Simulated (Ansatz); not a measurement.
# Two runs on SrTiO3

System: SrTiO3 (P4mm, 5 atoms in the cell).
Method of run A: DFT PBE, scalar-relativistic, plane waves, PAW, PAW set soft_1, no spin polarisation (Ansatz 0.2.0).

The structure derives from an entry of the Crystallography Open Database. Text and figures count atoms from 1; the logs count them from 0 in places.

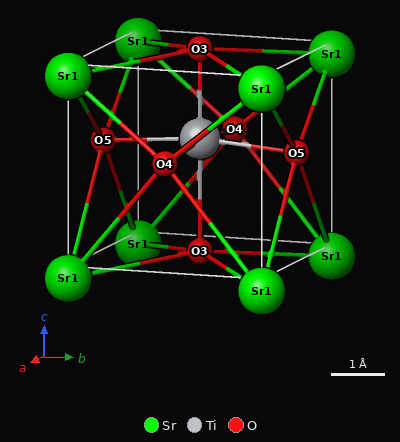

The input geometry (ball-and-stick view of the cell of the calculation, set on other vectors, seen slightly off an axis; atoms are numbered from 1 in the order of the input). An atom can appear more than once, as a periodic image.

## Input file, run A
```yaml
crystal:
  lattice:
    - [3.9364094381, 0.0, 0.0]
    - [0.0, 3.9364094381, 0.0]
    - [0.0, 0.0, 3.9364094381]
  atoms:
    - { symbol: Sr, position: [-0.0592691892, 0.0, 0.0] }
    - { symbol: Ti, position: [0.5763900439, 0.5, 0.5] }
    - { symbol: O, position: [0.0205331653, 0.5, 0.5] }
    - { symbol: O, position: [0.5377552978, 0.0, 0.5] }
    - { symbol: O, position: [0.5377552978, 0.5, 0.0] }
basis:
  ecutwfc: 520.0
kpoints:
  mp_grid: { grid: [8, 8, 8] }
hamiltonian:
  xc: pbe
  pseudopotentials: { kind: paw, azcp: { folder: soft_1 } }
scf:
  occupations: { method: gaussian, width: 0.05 }
output:
  forces: true
  stress: true
  eigenvalues: true
  write_density: true
  write_potential: true
  elf: true
  volumetric_format: npy
```

Command:
```bash
ansatz run input.yaml --threads 2 --pin off --max-ram 4096MiB --backend cpu --events-out ev --progress --plain --runs-dir out
```

Hardware: 2 threads of Arm Neoverse N1, 98 GiB of memory available, shared host.

## Output, shortened to warnings, some set-up lines, iterations and results (run A)
```
Basis set: ecut = 520 eV, 1647 PW (Γ), exchange–correlation on 60×60×60 points (8 copies of the dense FFT grid, shifted against one another)
Symmetry: 8 space group operations
k-points: 75 of 512 (time reversal used)
Initial density: superposition of atomic densities (chi_scale 0.1, normalization cell, long waves kept (reshape's long-wave potential 0.00 eV rms))
[...]
SCF iter   1: F=—  HF=-7754.420665 eV  |F-HF|=—  |Δ(HF+E_count)|=         —  Δρ=5.17e-2  dr2=1.85e0  ethr=3.10e-3  ⟨swp⟩=7.6  Hψ=10125  notcnv=0
SCF iter   2: F=—  HF=-7754.155357 eV  |F-HF|=—  |Δ(HF+E_count)|=   2.65e-1  Δρ=2.93e-2  dr2=6.77e-1  ethr=3.10e-3  ⟨swp⟩=2.3  Hψ=2935  notcnv=0  defer=75
SCF iter   3: F=—  HF=-7754.047059 eV  |F-HF|=—  |Δ(HF+E_count)|=   1.08e-1  Δρ=6.84e-3  dr2=1.85e-2  ethr=1.69e-3  ⟨swp⟩=2.2  Hψ=3543  notcnv=0  defer=75
SCF iter   4: F=—  HF=-7754.054521 eV  |F-HF|=—  |Δ(HF+E_count)|=   7.46e-3  Δρ=2.58e-3  dr2=3.18e-3  ethr=4.61e-5  ⟨swp⟩=2.6  Hψ=3500  notcnv=0  defer=75
SCF iter   5: F=—  HF=-7754.055682 eV  |F-HF|=—  |Δ(HF+E_count)|=   1.16e-3  Δρ=5.15e-4  dr2=1.47e-4  ethr=7.94e-6  ⟨swp⟩=2.0  Hψ=3214  notcnv=0  defer=75
SCF iter   6: F=—  HF=-7754.055803 eV  |F-HF|=—  |Δ(HF+E_count)|=   1.20e-4  Δρ=1.83e-4  dr2=2.41e-5  ethr=3.69e-7  ⟨swp⟩=2.2  Hψ=3006  notcnv=0  defer=75
SCF iter   7: F=—  HF=-7754.055822 eV  |F-HF|=—  |Δ(HF+E_count)|=   1.90e-5  Δρ=5.76e-5  dr2=2.03e-6  ethr=6.03e-8  ⟨swp⟩=2.0  Hψ=2986  notcnv=0  defer=75
SCF iter   8: F=—  HF=-7754.055822 eV  |F-HF|=—  |Δ(HF+E_count)|=   2.79e-7  Δρ=1.50e-5  dr2=1.22e-7  ethr=5.07e-9  ⟨swp⟩=2.3  Hψ=2955  notcnv=0  defer=75
SCF iter   9: F=-7754.055822 eV  HF=-7754.055822 eV  |F-HF|=4.55e-12  |Δ(HF+E_count)|=   2.09e-8  Δρ=3.55e-6  dr2=4.86e-9  ethr=2.50e-10  ⟨swp⟩=17.0  Hψ=15470  notcnv=0
SCF 1 converged in 9 iterations: F = -7754.055822 eV  dr2 = 4.86e-9
SCF converged after 9 iterations
Free energy (F): -7754.055822 eV
Harris-Foulkes:  -7754.055822 eV  (|F-HF|=4.55e-12)
Internal energy: -7754.055822 eV  (E = F + TS)
E sigma→0 (E₀):  -7754.055822 eV
Fermi energy:    10.416173 eV
--- Per-component energies (eV) ---
  E_band       = -220.282718
  E_kinetic    = 1024.311214
  E_local      = -2570.437549  (includes V_loc(G=0)·N_el)
  E_nonlocal   = 448.302600
  E_hartree    = 900.987979
  E_xc         = -510.768489
  E_vxc        = -581.163471  (∫ρ·V_xc dr)
  E_paw        = -4218.753636  (= ΣΔE_a)
  E_vpaw       = -343.271525  (= ΣTr[D̂ρ^β])
  E_aug_tail   = 0.000600  (compensation charges beyond the density's cutoff)
  E_ewald      = -2827.698541
  E_smearing   = -0.000000  (= −TS)
  E_closure    = -0.000000  (closes the sum)
  Σ components = -7754.055822   (vs F -7754.055822, Δ=0.00e0)
--- Forces (eV/Å), atoms counted from 1 ---
  atom   1  Sr     1.73004527    -0.00000000     0.00000000
  atom   2  Ti    -2.51936980     0.00000000     0.00000000
  atom   3  O      1.17327094    -0.00000000     0.00000000
  atom   4  O     -0.19197062     0.00000000     0.00000000
  atom   5  O     -0.19197062     0.00000000     0.00000000
  max |Σ_I F_I| component: 5.17e-6 eV/Å
--- Stress (GPa, compression-positive) ---
       11.227730       0.000000       0.000000
        0.000000       5.908791       0.000000
        0.000000       0.000000       5.908791
  P = ⅓ Tr σ = 7.6818 GPa (76.818 kbar)
```

For run B the input was changed thus:
```diff
-    - { symbol: Sr, position: [-0.0592691892, 0.0, 0.0] }
-    - { symbol: Ti, position: [0.5763900439, 0.5, 0.5] }
-    - { symbol: O, position: [0.0205331653, 0.5, 0.5] }
-    - { symbol: O, position: [0.5377552978, 0.0, 0.5] }
-    - { symbol: O, position: [0.5377552978, 0.5, 0.0] }
+    - { symbol: Sr, position: [-0.0352881034, 0.0, 0.0] }
+    - { symbol: Ti, position: [0.5471247955, 0.5, 0.5] }
+    - { symbol: O, position: [0.0103688826, 0.5, 0.5] }
+    - { symbol: O, position: [0.5209490993, 0.0, 0.5] }
+    - { symbol: O, position: [0.5209490993, 0.5, 0.0] }
```

Predict how the results change.

With the same functional and potentials, run B lies 63.9 meV per atom lower. The gap on the mesh goes from 2.00 to 1.91 eV. The pressure goes from 7.68 to 2.92 GPa. The largest force goes from 2.519 to 1.076 eV/Å. The number of SCF iterations is the same.

## Output, shortened to warnings, some set-up lines, iterations and results (run B)
```
Basis set: ecut = 520 eV, 1647 PW (Γ), exchange–correlation on 60×60×60 points (8 copies of the dense FFT grid, shifted against one another)
Symmetry: 8 space group operations
k-points: 75 of 512 (time reversal used)
Initial density: superposition of atomic densities (chi_scale 0.1, normalization cell, long waves kept (reshape's long-wave potential 0.00 eV rms))
[...]
SCF iter   1: F=—  HF=-7754.593005 eV  |F-HF|=—  |Δ(HF+E_count)|=         —  Δρ=4.98e-2  dr2=1.54e0  ethr=3.10e-3  ⟨swp⟩=7.5  Hψ=9948  notcnv=0
SCF iter   2: F=—  HF=-7754.429959 eV  |F-HF|=—  |Δ(HF+E_count)|=   1.63e-1  Δρ=2.85e-2  dr2=5.83e-1  ethr=3.10e-3  ⟨swp⟩=2.2  Hψ=2787  notcnv=0  defer=75
SCF iter   3: F=—  HF=-7754.367982 eV  |F-HF|=—  |Δ(HF+E_count)|=   6.20e-2  Δρ=6.70e-3  dr2=1.51e-2  ethr=1.46e-3  ⟨swp⟩=2.3  Hψ=3582  notcnv=0  defer=75
SCF iter   4: F=—  HF=-7754.373813 eV  |F-HF|=—  |Δ(HF+E_count)|=   5.83e-3  Δρ=2.53e-3  dr2=2.77e-3  ethr=3.78e-5  ⟨swp⟩=2.5  Hψ=3485  notcnv=0  defer=75
SCF iter   5: F=—  HF=-7754.375023 eV  |F-HF|=—  |Δ(HF+E_count)|=   1.21e-3  Δρ=4.01e-4  dr2=9.35e-5  ethr=6.93e-6  ⟨swp⟩=2.4  Hψ=3403  notcnv=0  defer=75
SCF iter   6: F=—  HF=-7754.375339 eV  |F-HF|=—  |Δ(HF+E_count)|=   3.17e-4  Δρ=1.45e-4  dr2=1.54e-5  ethr=2.34e-7  ⟨swp⟩=2.0  Hψ=3240  notcnv=0  defer=75
SCF iter   7: F=—  HF=-7754.375348 eV  |F-HF|=—  |Δ(HF+E_count)|=   8.09e-6  Δρ=4.52e-5  dr2=1.32e-6  ethr=3.86e-8  ⟨swp⟩=2.4  Hψ=2879  notcnv=0  defer=75
SCF iter   8: F=—  HF=-7754.375348 eV  |F-HF|=—  |Δ(HF+E_count)|=   1.96e-7  Δρ=1.49e-5  dr2=1.04e-7  ethr=3.31e-9  ⟨swp⟩=2.1  Hψ=2819  notcnv=0  defer=75
SCF iter   9: F=-7754.375348 eV  HF=-7754.375348 eV  |F-HF|=8.64e-10  |Δ(HF+E_count)|=   8.74e-9  Δρ=3.31e-6  dr2=4.52e-9  ethr=2.50e-10  ⟨swp⟩=16.6  Hψ=15035  notcnv=0
SCF 1 converged in 9 iterations: F = -7754.375348 eV  dr2 = 4.52e-9
SCF converged after 9 iterations
Free energy (F): -7754.375348 eV
Harris-Foulkes:  -7754.375348 eV  (|F-HF|=8.64e-10)
Internal energy: -7754.375348 eV  (E = F + TS)
E sigma→0 (E₀):  -7754.375348 eV
Fermi energy:    10.526040 eV
--- Per-component energies (eV) ---
  E_band       = -219.539314
  E_kinetic    = 1021.209249
  E_local      = -2518.146918  (includes V_loc(G=0)·N_el)
  E_nonlocal   = 447.469471
  E_hartree    = 876.257048
  E_xc         = -510.125158
  E_vxc        = -580.303708  (∫ρ·V_xc dr)
  E_paw        = -4218.085804  (= ΣΔE_a)
  E_vpaw       = -342.281260  (= ΣTr[D̂ρ^β])
  E_aug_tail   = 0.000598  (compensation charges beyond the density's cutoff)
  E_ewald      = -2852.953834
  E_smearing   = -0.000000  (= −TS)
  E_closure    = -0.000000  (closes the sum)
  Σ components = -7754.375348   (vs F -7754.375348, Δ=0.00e0)
--- Forces (eV/Å), atoms counted from 1 ---
  atom   1  Sr     0.98310424    -0.00000000     0.00000000
  atom   2  Ti    -1.07628662    -0.00000000     0.00000000
  atom   3  O      0.31081293    -0.00000000     0.00000000
  atom   4  O     -0.10881277     0.00000000     0.00000000
  atom   5  O     -0.10881277     0.00000000     0.00000000
  max |Σ_I F_I| component: 5.02e-6 eV/Å
--- Stress (GPa, compression-positive) ---
        4.467658       0.000000       0.000000
        0.000000       2.144201       0.000000
        0.000000       0.000000       2.144201
  P = ⅓ Tr σ = 2.9187 GPa (29.187 kbar)
```

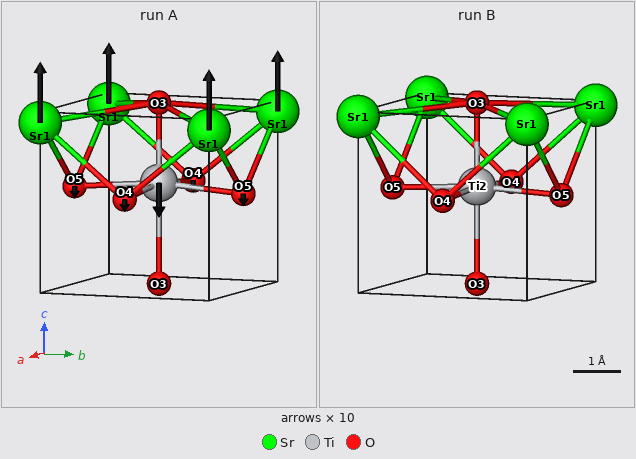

The two input geometries at one scale (ball-and-stick view of the cell of the calculation, set on other vectors, seen slightly off an axis). The black arrows on the first give the shifts of the atoms relative to the cell, with their mean removed, magnified 10 times. Sr1 moves most: 0.13 Å. Largest moves by element: Sr 0.13 Å, Ti 0.08 Å, O 0.03 Å. (The mean shift of all atoms is removed.) The lattice vectors keep their values. Among the contacts that change: Sr1–O4 3.065 → 2.944 Å, Ti2–O3 2.188 → 2.113 Å, Sr1–O3 2.801 → 2.789 Å.

## The two runs side by side

| quantity | run A | run B |
| --- | --- | --- |
| outcome | converged | converged |
| free energy per atom (eV) | −1550.8112 | −1550.8751 |
| gap on the mesh (eV) | 2.00 | 1.91 |
| pressure (GPa) | 7.68 | 2.92 |
| largest force (eV/Å) | 2.519 | 1.076 |
| SCF iterations | 9 | 9 |
| irreducible k-points | 75 | 75 |
| plane waves at Γ | 1647 | 1647 |
| wall time (shared host) | 21 s | 21 s |
